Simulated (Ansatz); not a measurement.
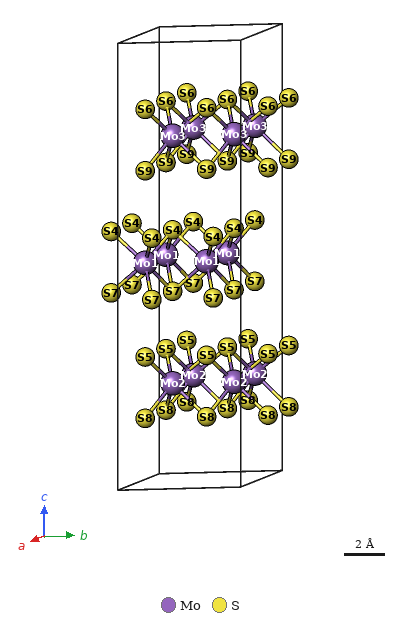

Fig. 1: The structure as given in the input (ball-and-stick view of the 2 × 2 repeat of the cell, with the vacuum cut short, seen slightly off an axis; bonded neighbours outside the cell are drawn too; atoms are numbered from 1 in the order of the input). An atom can appear more than once, as a periodic image. Near neighbours in the periodic cell (some may lie outside the picture): Mo has 6 S at 2.36 to 2.42 Å; S has 3 Mo at 2.36 to 2.42 Å.

**MoS$_{2}$: a failed or faulty run and its cure**

System: MoS$_{2}$ (P3m1, 9 atoms in the cell).
Method of the first run: DFT, PBEsol, plane waves, PAW, Ueff = 30 eV on Mo f (Ansatz 0.2.0).

The structure derives from a Materials Project entry. Text and figures count atoms from 1; the logs count them from 0 in places.

Input, the first run:
```yaml
crystal:
  lattice:
    - [3.1407285108, 0.0, 0.0]
    - [-1.5703642554, 2.7199506767, 0.0]
    - [0.0, 0.0, 28.0139064959]
  atoms:
    - { symbol: Mo, position: [0.6666666667, 0.3333333333, 0.0] }
    - { symbol: Mo, position: [0.3333333333, 0.6666666667, 0.775531177] }
    - { symbol: Mo, position: [0.3333333333, 0.6666666667, 0.224468823] }
    - { symbol: S, position: [0.3333333333, 0.6666666667, 0.0538760728] }
    - { symbol: S, position: [0.6666666667, 0.3333333333, 0.8294120581] }
    - { symbol: S, position: [0.6666666667, 0.3333333333, 0.2782994181] }
    - { symbol: S, position: [0.3333333333, 0.6666666667, 0.9425542716] }
    - { symbol: S, position: [0.6666666667, 0.3333333333, 0.7181309263] }
    - { symbol: S, position: [0.6666666667, 0.3333333333, 0.1670182863] }
basis:
  ecutwfc: 420
kpoints:
  mp_grid: { grid: [12, 12, 1] }
hamiltonian:
  xc: pbesol
  hubbard: { sites: [{ species: Mo, l: f, u_eff: 30.0 }] }
scf:
  occupations: { method: gaussian, width: 0.05 }
  max_iter: 100
output:
  forces: true
  eigenvalues: true
  stress: true
```

Launched with:
```bash
ansatz run input.yaml --threads 2 --pin off --max-ram 5120MiB --backend cpu --events-out ev --progress --plain --runs-dir out
```

Hardware: 2 threads of Intel Xeon @ 2.50GHz (Skylake/Cascade Lake), 189 GiB of memory available, shared host.

Output (the first run):
```
Error: inconsistent input (hamiltonian.hubbard.sites[].l, hamiltonian.hubbard.sites[].shell): the file of Mo doesn't list 4f, and it can't be added: PBE doesn't bind the shell 4f of the free atom, whose level lies at +1.05 eV. Type an atom or ion with it (hamiltonian.pseudopotentials.projection_atoms), take another file or name another shell
```

> What went wrong, and how is the input to be mended?

A setting was made wrong on purpose: a U on a shell that isn't there (`hamiltonian.hubbard`). The program refused the input: “inconsistent input (hamiltonian.hubbard.sites[].l, hamiltonian.hubbard.sites[].shell): the file of Mo doesn't list 4f, and it can't be added: PBE doesn't bind the shell 4f of the free atom, whose level lies at +1.05 eV …”

A run of the same system that converges differs from this input as follows (lines with − go, lines with + come):
```diff
-  hubbard: { sites: [{ species: Mo, l: f, u_eff: 30.0 }] }
-  max_iter: 100
```

Output, shortened to warnings, some set-up lines, iterations and results (the second run):
```
Basis set: ecut = 420 eV, 4665 PW (Γ), exchange–correlation on 48×48×384 points (8 copies of the dense FFT grid, shifted against one another)
Symmetry: 6 space group operations
k-points: 19 of 144 (time reversal used)
Initial density: superposition of atomic densities (neutral atoms: chi_scale 0, normalization atom), corrected by the library's trained network
[...]
SCF iter   1: F=—  HF=-20010.367930 eV  |F-HF|=—  |Δ(HF+E_count)|=         —  Δρ=5.90e-3  dr2=1.51e-1  ethr=1.77e-3  ⟨swp⟩=9.5  Hψ=4492  notcnv=0
SCF iter   2: F=—  HF=-20010.363840 eV  |F-HF|=—  |Δ(HF+E_count)|=   4.09e-3  Δρ=3.22e-3  dr2=2.26e-2  ethr=1.94e-4  ⟨swp⟩=2.5  Hψ=1418  notcnv=0  defer=52
SCF iter   3: F=—  HF=-20010.364738 eV  |F-HF|=—  |Δ(HF+E_count)|=   8.98e-4  Δρ=1.75e-3  dr2=4.63e-3  ethr=2.90e-5  ⟨swp⟩=2.0  Hψ=1224  notcnv=0  defer=33
SCF iter   4: F=—  HF=-20010.366183 eV  |F-HF|=—  |Δ(HF+E_count)|=   1.44e-3  Δρ=7.20e-4  dr2=1.81e-3  ethr=5.93e-6  ⟨swp⟩=2.0  Hψ=1289  notcnv=0  defer=33
SCF iter   5: F=—  HF=-20010.366225 eV  |F-HF|=—  |Δ(HF+E_count)|=   4.23e-5  Δρ=1.67e-4  dr2=1.22e-4  ethr=2.32e-6  ⟨swp⟩=2.1  Hψ=1211  notcnv=0  defer=33
SCF iter   6: F=—  HF=-20010.366227 eV  |F-HF|=—  |Δ(HF+E_count)|=   2.38e-6  Δρ=6.26e-5  dr2=3.04e-5  ethr=1.57e-7  ⟨swp⟩=2.1  Hψ=1350  notcnv=0  defer=33
SCF iter   7: F=—  HF=-20010.366275 eV  |F-HF|=—  |Δ(HF+E_count)|=   4.79e-5  Δρ=3.26e-5  dr2=5.90e-6  ethr=3.89e-8  ⟨swp⟩=2.2  Hψ=1280  notcnv=0  defer=32
SCF iter   8: F=—  HF=-20010.366275 eV  |F-HF|=—  |Δ(HF+E_count)|=   1.39e-7  Δρ=1.36e-5  dr2=1.48e-6  ethr=7.56e-9  ⟨swp⟩=2.0  Hψ=1262  notcnv=0  defer=32
SCF iter   9: F=—  HF=-20010.366275 eV  |F-HF|=—  |Δ(HF+E_count)|=   2.42e-8  Δρ=8.12e-6  dr2=4.52e-7  ethr=1.89e-9  ⟨swp⟩=2.1  Hψ=1239  notcnv=0  defer=32
SCF iter  10: F=-20010.366275 eV  HF=-20010.366275 eV  |F-HF|=2.10e-9  |Δ(HF+E_count)|=   1.84e-8  Δρ=2.73e-6  dr2=4.78e-8  ethr=1.28e-10  ⟨swp⟩=10.2  Hψ=4358  notcnv=0
SCF 1 converged in 10 iterations: F = -20010.366275 eV  dr2 = 4.78e-8
SCF converged after 10 iterations
Free energy (F): -20010.366275 eV
Harris-Foulkes:  -20010.366275 eV  (|F-HF|=2.10e-9)
Internal energy: -20010.366275 eV  (E = F + TS)
E sigma→0 (E₀):  -20010.366275 eV
Fermi energy:    5.908652 eV
--- Per-component energies (eV) ---
  E_band       = -888.452098
  E_kinetic    = 1970.344553
  E_local      = -42724.048782  (includes V_loc(G=0)·N_el)
  E_nonlocal   = 604.354360
  E_hartree    = 20469.708318
  E_xc         = -1127.410261
  E_vxc        = -1214.186394  (∫ρ·V_xc dr)
  E_paw        = -12935.803839  (= ΣΔE_a)
  E_vpaw       = -464.288715  (= ΣTr[D̂ρ^β])
  E_aug_tail   = 0.000099  (compensation charges beyond the density's cutoff)
  E_ewald      = 13731.489682
  E_core_change = 0.999594  (= ΣΔE_core)
  E_smearing   = -0.000000  (= −TS)
  E_closure    = -0.000000  (closes the sum)
  Σ components = -20010.366275   (vs F -20010.366275, Δ=0.00e0)
--- Forces (eV/Å), atoms counted from 1 ---
  atom   1  Mo    -0.00000000     0.00000000    -1.55326631
  atom   2  Mo    -0.00000000    -0.00000000    -1.56218753
  atom   3  Mo    -0.00000000    -0.00000000    -1.56276841
  atom   4  S      0.00000000     0.00000000     0.82382958
  atom   5  S      0.00000000    -0.00000000     0.82633810
  atom   6  S      0.00000000    -0.00000000     0.83323016
  atom   7  S      0.00000000     0.00000000     0.72942352
  atom   8  S      0.00000000    -0.00000000     0.73651374
  atom   9  S      0.00000000    -0.00000000     0.72886081
  max |Σ_I F_I| component: 2.64e-5 eV/Å
--- Stress (GPa, compression-positive) ---
        0.199350       0.000000       0.000000
        0.000000       0.199350       0.000000
        0.000000       0.000000       0.139242
  P = ⅓ Tr σ = 0.1793 GPa (1.793 kbar)
```

The two runs side by side:

| quantity | the first run | the second run |
| --- | --- | --- |
| outcome | refused | converged |
| free energy per atom (eV) | – | −2223.3740 |
| gap on the mesh (eV) | – | 1.12 |
| pressure (GPa) | – | 0.18 |
| volume per atom (Å³) | – | 26.59 |
| largest force (eV/Å) | – | 1.563 |
| SCF iterations | – | 10 |
| irreducible k-points | – | 19 |
| plane waves at Γ | – | 4665 |
